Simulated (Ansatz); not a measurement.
Run report: Si8O17, molecular dynamics (part 5 of 5)

The same run, continued: Si8O17 (defect cell, 25 atoms in the cell); DFT PBE, scalar-relativistic, plane waves, PAW, PAW set soft_1, spin-polarised (Ansatz 0.2.0); cutoff 420 eV, 1×1×2 k-mesh, Fermi–Dirac smearing of 0.05 eV, collinear spins. The structure derives from an entry of the Crystallography Open Database. It belongs to a series of runs on one base structure; here: dynamics from the last frame of the run before.

### Trajectory as extended XYZ, continued
```
25
Lattice="-6.8513 0.0000 0.0000 0.0000 -7.3761 0.0000 -1.3854 0.0000 6.5639" Properties=species:S:1:pos:R:3:forces:R:3 step=71 time_fs=71.0 energy=-14747.72325 temperature=1178.0
Si   -3.6637   -3.9364    1.3766   -0.9110   5.0534  -0.2919
Si   -4.7108   -3.8600    4.8142    2.3370   2.4479   2.9489
Si   -1.9800   -4.5573    3.7955   -0.7362   1.0415   3.0461
Si   -6.1032   -4.5806    2.7462   -1.3040   0.5544  -0.5831
O    -0.6182   -3.7889    3.3393    1.9763  -1.2666  -0.5517
O     0.0180   -0.1761   -0.0781   -0.6917  -0.4518   0.0051
O    -6.5994   -5.9154    2.0360    0.5226   1.6361  -0.1946
O    -1.8364   -6.0290    4.5331   -0.8533   1.3388  -1.3233
O    -6.4074   -1.0582    2.5563    1.5367   0.8822  -0.8218
O    -1.4717   -1.4775    4.0526   -1.8824   0.6450   0.1959
O    -3.0996   -3.5849    4.6072    1.0845  -0.9711   0.4408
O    -5.2748   -3.5705    1.7815    0.3927  -1.6484  -0.4589
Si   -7.0520    0.0681    1.5003   -2.0624  -3.1788  -1.0280
Si   -1.1513   -0.0782    4.7696    0.6422   0.2433   5.5280
Si   -5.5218   -0.8058    3.9077    1.1534  -1.8293   1.2738
Si   -2.6437   -1.1671    2.8799    0.8148  -1.4515  -3.1615
O    -3.9038   -0.5314    3.5914   -2.2362   1.6714   0.9022
O    -3.6110   -4.3913   -0.1897    0.6628   0.4062   0.7276
O    -3.2042   -2.2935    1.8208    0.7735  -0.9930  -0.4289
O    -5.2448   -2.2885    4.7327   -1.4270  -0.3844  -0.6991
O    -2.8112   -4.6583    2.4701   -0.3027  -2.8219  -2.6694
O    -5.0183   -5.1274    3.8644   -1.7047   0.7316  -0.0910
O    -6.4197   -7.1526    4.9548    2.8313  -1.8178  -2.6313
O    -1.8113   -7.4738    1.9243    0.0625   0.2692  -0.2305
O    -7.4623   -4.4081    5.7653   -0.6788  -0.1066   0.0967
25
Lattice="-6.8513 0.0000 0.0000 0.0000 -7.3761 0.0000 -1.3854 0.0000 6.5639" Properties=species:S:1:pos:R:3:forces:R:3 step=74 time_fs=74.0 energy=-14747.95181 temperature=1268.9
Si   -3.6423   -3.9211    1.3689   -1.7213   4.7857  -0.8613
Si   -4.6885   -3.8737    4.8068    1.1645   2.5691   3.1924
Si   -1.9866   -4.5429    3.8144   -0.6814   1.7076   1.9168
Si   -6.1215   -4.5907    2.7626    0.0007   1.7894  -1.7004
O    -0.6105   -3.7934    3.3160    1.0408  -1.0715  -0.0814
O    -0.0316   -0.1556   -0.0723   -0.3815  -0.5730  -0.7105
O    -6.5450   -5.9046    2.0200   -0.2287  -0.1130  -0.7918
O    -1.8796   -5.9763    4.5412    0.2723  -1.3231  -0.5769
O    -6.3645   -1.0895    2.5720    0.1771   1.5305  -2.2217
O    -1.5071   -1.4821    4.0409   -0.8126   1.1677   1.1495
O    -3.1100   -3.6000    4.6214    1.7296  -0.5314   0.2860
O    -5.2723   -3.5973    1.7265    0.0353  -1.9532   0.3040
Si   -7.0411    0.0698    1.5012   -1.6465  -2.9257  -0.0243
Si   -1.1486   -0.0718    4.7802    0.2667   1.0416   5.0893
Si   -5.5290   -0.8292    3.9091    2.1658  -1.0535   1.9285
Si   -2.6299   -1.1689    2.8711   -1.0081  -0.3582  -2.4629
O    -3.9115   -0.5076    3.6147   -1.1129   1.1735   0.2974
O    -3.5829   -4.4225   -0.1992    0.7564   0.8126   0.9480
O    -3.2368   -2.2502    1.8226    0.7764  -1.6868  -0.7660
O    -5.2503   -2.2966    4.6801   -1.1989  -1.3000  -0.0770
O    -2.8153   -4.6446    2.4670    0.2621  -2.6875  -1.8824
O    -5.0483   -5.1251    3.8619   -1.1294   0.6172   0.2787
O    -6.3958   -7.1517    4.9988    1.6009  -2.1592  -3.0109
O    -1.7928   -7.4816    1.9285    0.3069   0.5338  -0.2285
O    -7.4401   -4.4213    5.7225   -0.6342   0.0076   0.0056
25
Lattice="-6.8513 0.0000 0.0000 0.0000 -7.3761 0.0000 -1.3854 0.0000 6.5639" Properties=species:S:1:pos:R:3:forces:R:3 step=78 time_fs=78.0 energy=-14748.12634 temperature=1324.4
Si   -3.6199   -3.8774    1.3560   -1.9948   3.6111  -0.7519
Si   -4.6550   -3.8835    4.8153   -0.6451   2.0072   3.0438
Si   -2.0057   -4.5282    3.8402    0.1074   2.4621  -0.3347
Si   -6.1509   -4.5947    2.7823    1.9529   1.9710  -3.1941
O    -0.5900   -3.8123    3.2798   -1.2188  -0.3437   0.8053
O    -0.0992   -0.1322   -0.0819   -0.0330  -0.7042  -0.8566
O    -6.4725   -5.8908    1.9877   -1.1381  -2.1722  -1.5188
O    -1.9387   -5.9240    4.5503    1.2867  -3.8663   0.3200
O    -6.3186   -1.1109    2.5695   -0.7972   1.8078  -2.8778
O    -1.5611   -1.4963    4.0351    0.5167   1.9642   2.2210
O    -3.1088   -3.6195    4.6357    2.0485   0.3047   0.3462
O    -5.2483   -3.6449    1.6631   -0.6688  -1.7150   1.0420
Si   -7.0322    0.0585    1.5008   -0.9234  -1.7826   0.9112
Si   -1.1430   -0.0547    4.8146   -0.1446   0.8872   3.9089
Si   -5.5242   -0.8656    3.9234    2.6040   0.2139   1.4362
Si   -2.6121   -1.1656    2.8478   -2.9354   0.8622  -1.0848
O    -3.9310   -0.4539    3.6417    0.2184   0.2857  -0.4447
O    -3.5376   -4.4643   -0.1942    0.8383   1.4230   0.6878
O    -3.2740   -2.2000    1.8195    0.7223  -2.3072  -1.1575
O    -5.2742   -2.3154    4.6220   -0.6216  -2.5323   0.7859
O    -2.8120   -4.6485    2.4447    0.7281  -2.0396  -0.9066
O    -5.0976   -5.1154    3.8691   -0.1578   0.8011   1.0291
O    -6.3540   -7.1637    5.0161   -0.0133  -2.2516  -2.8390
O    -1.7817   -7.4885    1.9348    0.8626   0.9937  -0.5649
O    -7.4113   -4.4398    5.6719   -0.5939   0.1196  -0.0059
25
Lattice="-6.8513 0.0000 0.0000 0.0000 -7.3761 0.0000 -1.3854 0.0000 6.5639" Properties=species:S:1:pos:R:3:forces:R:3 step=81 time_fs=81.0 energy=-14748.37482 temperature=1344.6
Si   -3.6026   -3.8253    1.3353   -1.2392   1.7012   0.4472
Si   -4.6348   -3.8840    4.8275   -1.3495   1.2957   2.7611
Si   -2.0213   -4.5104    3.8609    0.9667   1.7150  -1.5596
Si   -6.1596   -4.5916    2.7900    2.8230   1.2167  -4.1327
O    -0.5875   -3.8319    3.2565   -2.1830   0.3214   1.2601
O    -0.1446   -0.1173   -0.0897    0.2031  -0.8371  -0.6494
O    -6.4237   -5.8898    1.9638   -1.5233  -2.7267  -1.6141
O    -1.9728   -5.9136    4.5593    1.6988  -4.1521   0.5038
O    -6.2907   -1.1114    2.5492   -0.8476   1.7147  -2.3243
O    -1.5973   -1.4982    4.0490    0.8905   2.3228   2.1685
O    -3.0937   -3.6190    4.6506    1.4320   0.9274   0.6080
O    -5.2179   -3.6819    1.6223   -1.3403  -1.3340   1.4194
Si   -7.0328    0.0448    1.4979   -0.3471  -0.8316   1.5631
Si   -1.1338   -0.0421    4.8549   -0.4639   0.6512   2.6800
Si   -5.5165   -0.8920    3.9456    2.2845   0.9319   0.0188
Si   -2.6150   -1.1574    2.8304   -3.0456   1.5890   0.2071
O    -3.9495   -0.4135    3.6632    0.7753  -0.3438  -0.7949
O    -3.4953   -4.4886   -0.1855    0.8560   1.8590   0.4016
O    -3.2990   -2.1734    1.8171    0.6993  -2.3996  -1.3795
O    -5.3015   -2.3442    4.5909   -0.2457  -2.9626   1.1998
O    -2.7903   -4.6677    2.4310    0.1039  -0.8426  -1.2416
O    -5.1302   -5.1097    3.8854    0.4641   1.0660   1.4086
O    -6.3210   -7.1839    5.0056   -0.9803  -2.0525  -2.1998
O    -1.7809   -7.4858    1.9349    1.0009   1.0265  -0.7065
O    -7.3857   -4.4526    5.6389   -0.6327   0.1439  -0.0444
25
Lattice="-6.8513 0.0000 0.0000 0.0000 -7.3761 0.0000 -1.3854 0.0000 6.5639" Properties=species:S:1:pos:R:3:forces:R:3 step=84 time_fs=84.0 energy=-14748.77520 temperature=1670.4
Si   -3.5821   -3.7664    1.3186   -0.9322  -0.5779   1.2797
Si   -4.6176   -3.8750    4.8535   -1.3180   0.3436   1.9397
Si   -2.0336   -4.4843    3.8786    1.7932  -0.2721  -2.1652
Si   -6.1586   -4.5787    2.7898    2.9034  -0.0136  -4.9472
O    -0.6012   -3.8543    3.2450   -2.1308   0.7703   1.2595
O    -0.1867   -0.1086   -0.0905    0.4022  -0.9926  -0.5036
O    -6.3842   -5.9029    1.9298   -1.5347  -1.9009  -0.9456
O    -2.0062   -5.9278    4.5651    1.9883  -3.2315   0.2822
O    -6.2682   -1.1138    2.5136   -0.5238   1.5320  -1.1781
O    -1.6245   -1.4790    4.0799    0.6020   2.3772   1.2638
O    -3.0670   -3.6108    4.6718    0.2381   1.5558   1.0391
O    -5.1995   -3.7213    1.5918   -1.3983  -0.8581   1.4749
Si   -7.0348    0.0352    1.4932    0.1112  -0.3544   2.1742
Si   -1.1262   -0.0370    4.9030   -0.6842   0.6552   1.2899
Si   -5.4989   -0.9106    3.9683    1.5946   0.7993  -1.6778
Si   -2.6297   -1.1414    2.8050   -2.2805   2.0596   1.8856
O    -3.9653   -0.3697    3.6710    1.0715  -0.9525  -1.0098
O    -3.4460   -4.4994   -0.1846    0.7085   2.2013   0.8770
O    -3.3190   -2.1594    1.8092    0.6934  -2.0668  -1.4161
O    -5.3238   -2.3959    4.5573   -0.1549  -2.0076   1.1787
O    -2.7674   -4.6920    2.4223   -0.5861   0.3436  -1.6138
O    -5.1614   -5.0902    3.9058    0.9778   1.1645   1.6456
O    -6.2934   -7.2129    4.9831   -1.7268  -1.6498  -1.2820
O    -1.7820   -7.4880    1.9230    0.9250   0.9775  -0.7719
O    -7.3593   -4.4655    5.6029   -0.7389   0.0977  -0.0788
25
Lattice="-6.8513 0.0000 0.0000 0.0000 -7.3761 0.0000 -1.3854 0.0000 6.5639" Properties=species:S:1:pos:R:3:forces:R:3 step=87 time_fs=87.0 energy=-14749.02785 temperature=1712.3
Si   -3.5640   -3.7073    1.3099   -1.2199  -2.9796   1.7278
Si   -4.5971   -3.8615    4.8899   -1.1690  -0.7855   1.0485
Si   -2.0376   -4.4634    3.8948    2.2425  -2.0934  -2.6440
Si   -6.1378   -4.5606    2.7722    1.7641  -0.9187  -4.8062
O    -0.6251   -3.8726    3.2349   -0.8936   0.6951   0.8396
O    -0.2304   -0.1036   -0.0986    0.3686  -1.1723   0.7094
O    -6.3514   -5.9232    1.8883   -1.4313  -0.8544  -0.1431
O    -2.0301   -5.9532    4.5723    2.1192  -2.0330  -0.0242
O    -6.2463   -1.1110    2.4712   -0.1361   1.1174  -0.0803
O    -1.6510   -1.4512    4.1123    0.3453   2.2285   0.3787
O    -3.0379   -3.5964    4.6992   -0.6585   1.9163   1.3065
O    -5.2036   -3.7660    1.5799   -0.4971  -0.0916   1.0716
Si   -7.0367    0.0247    1.4934    0.4568   0.0363   2.1535
Si   -1.1228   -0.0354    4.9588   -0.6528   0.6766  -0.6964
Si   -5.4786   -0.9269    3.9862    1.0800   0.2362  -2.9492
Si   -2.6512   -1.1175    2.7861   -1.5449   2.1005   2.8275
O    -3.9707   -0.3276    3.6745    0.9869  -1.5184  -1.1532
O    -3.3931   -4.4950   -0.1696    0.4527   2.3827   1.2533
O    -3.3380   -2.1509    1.7821    0.9301  -0.7823  -0.8324
O    -5.3421   -2.4565    4.5289   -0.2763  -0.1513   0.8713
O    -2.7450   -4.7138    2.4073   -1.0814   1.2801  -1.4328
O    -5.1912   -5.0609    3.9329    1.3542   1.0828   1.7117
O    -6.2765   -7.2450    4.9553   -2.2478  -1.1788  -0.3319
O    -1.7797   -7.4866    1.9111    0.5884   0.7648  -0.7011
O    -7.3338   -4.4827    5.5644   -0.8802   0.0418  -0.1045
25
Lattice="-6.8513 0.0000 0.0000 0.0000 -7.3761 0.0000 -1.3854 0.0000 6.5639" Properties=species:S:1:pos:R:3:forces:R:3 step=90 time_fs=90.0 energy=-14748.94996 temperature=1638.1
Si   -3.5489   -3.6522    1.3071   -1.7800  -5.3739   1.7985
Si   -4.5813   -3.8439    4.9407   -0.6406  -1.6360  -0.0458
Si   -2.0329   -4.4527    3.8943    1.6723  -3.1974  -2.3880
Si   -6.1150   -4.5459    2.7450    0.6635  -1.9855  -3.2956
O    -0.6542   -3.8903    3.2206    0.8359   0.5844   0.2072
O    -0.2790   -0.1000   -0.1054    0.2780  -1.3389   2.0319
O    -6.3214   -5.9482    1.8414   -1.1789   0.2890   0.6660
O    -2.0391   -5.9858    4.5770    2.0898  -0.6847  -0.4302
O    -6.2333   -1.1010    2.4330    0.3635   0.4684   0.8145
O    -1.6646   -1.4160    4.1390   -0.0118   1.8559  -0.3702
O    -3.0115   -3.5784    4.7239   -1.0212   1.7504   1.1671
O    -5.2223   -3.8100    1.5783    0.9689   1.0155   0.1846
Si   -7.0350    0.0177    1.4970    0.2250   0.1883   1.7256
Si   -1.1167   -0.0323    5.0068   -0.5794   0.6064  -2.4613
Si   -5.4537   -0.9479    3.9942    0.3155   0.0367  -3.6436
Si   -2.6854   -1.0929    2.7838   -0.2614   2.4244   2.9121
O    -3.9734   -0.2899    3.6741    0.7751  -1.9517  -1.2067
O    -3.3377   -4.4859   -0.1426    0.0995   2.4835   1.6054
O    -3.3545   -2.1414    1.7523    1.1285   0.9725  -0.0655
O    -5.3629   -2.5070    4.5055   -0.3519   1.4340   0.6548
O    -2.7299   -4.7146    2.3772   -1.3169   1.7429  -0.8297
O    -5.2044   -5.0247    3.9735    0.9917   0.9409   0.9222
O    -6.2755   -7.2799    4.9238   -2.2680  -0.7748   0.3961
O    -1.7805   -7.4700    1.9037   -0.0078   0.1840  -0.2758
O    -7.3123   -4.4945    5.5314   -0.9892  -0.0342  -0.0737
```

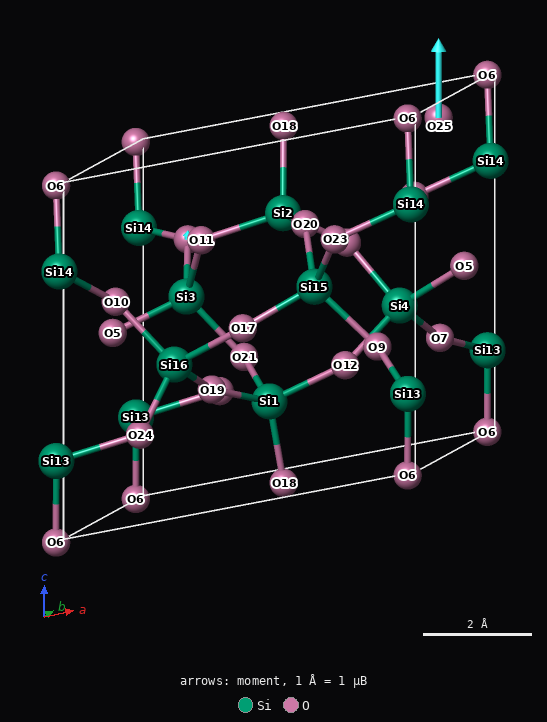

*Magnetic moments of the sites as teal arrows (ball-and-stick view of the cell of the calculation, seen slightly off an axis; atoms are numbered from 1 in the order of the input); small moments hardly show. The run is collinear, so the axis drawn is arbitrary.*

Site moments: O25 (1.50 μB); O8 (0.17 μB); O5 (0.07 μB). They are counted near the atoms and needn't add up to the moment of the cell.

### Key numbers

| quantity | value |
| --- | --- |
| outcome | finished |
| mean temperature over the second half | 1321 K |
| trajectory | 90 steps, 90 fs |
| ensemble | nvt_langevin |
| temperature in the input | 1680.0 K |
| time step | 1 fs |
| electrons treated | 134 |
| potential energy (free energy of the electrons) (last step) | −14748.9500 eV |
| Fermi energy (last step) | 3.201 eV |
| net moment of the cell (last step) | 2.00 μB |
| integrated absolute moment (last step) | 2.10 μB |
| largest force (length of the vector) (last step) | 5.940 eV/Å |
| wall time | 34 min |
| peak memory | 0.61 GiB |

### Remarks

The k-point mesh is coarse for a cell of this size, so the results may not be converged. So short a trajectory is not equilibrated. The logged temperature at the start can lie below the typed one, since it is counted over all degrees of freedom.
